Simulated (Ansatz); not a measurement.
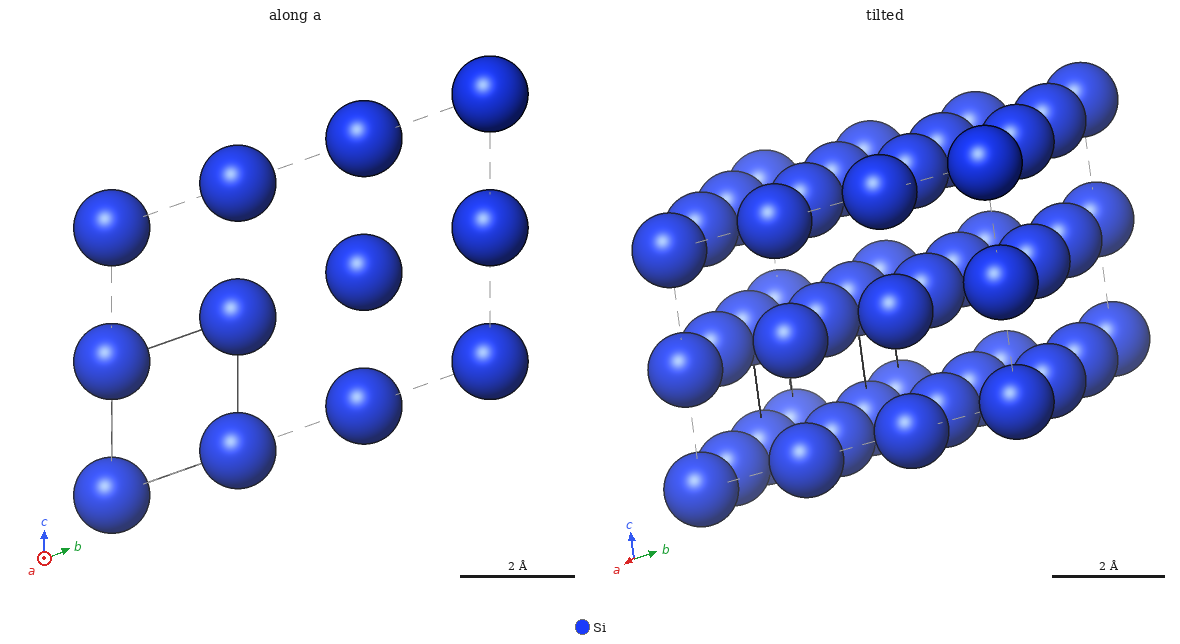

View along the a axis and slightly off an axis, drawn as a spheres-only model. Solid lines give the simulation cell, repeated here 3×3×2 times.

Input for the calculation:
```yaml
crystal:
  lattice:
    - [0.0, 1.9251808783, 1.9251808783]
    - [1.9251808783, 0.0, 1.9251808783]
    - [1.9251808783, 1.9251808783, 0.0]
  atoms:
    - { symbol: Si, position: [0.0, 0.0, 0.0] }
basis:
  ecutwfc: 420
kpoints:
  mp_grid: { grid: [18, 18, 18] }
hamiltonian:
  xc: pbe
scf:
  occupations: { method: gaussian, width: 0.1 }
output:
  forces: true
  stress: true
  eigenvalues: true
```
Run as:
```sh
ansatz run input.yaml --threads 1 --pin off --max-ram 1331MiB --backend cpu --events-out ev --progress --plain --runs-dir out
```

Electronic-structure method: DFT PBE, scalar-relativistic, plane waves, PAW (Ansatz 0.2.0). Parameters: 420 eV cutoff, an 18×18×18 mesh of k-points, Gaussian smearing of 0.1 eV, no spin polarisation.

Classify it as metallic or gapped, with the value.

Answer. A metal: bands cross the Fermi level.

Would the cell expand or shrink if it could?

Answer. The computed pressure is 1.7 GPa (compressed: it would expand).

Its origin is a structure listed in the Materials Project. The cell was then strained or its atoms displaced on purpose. It was the input of a calculation with Ansatz.
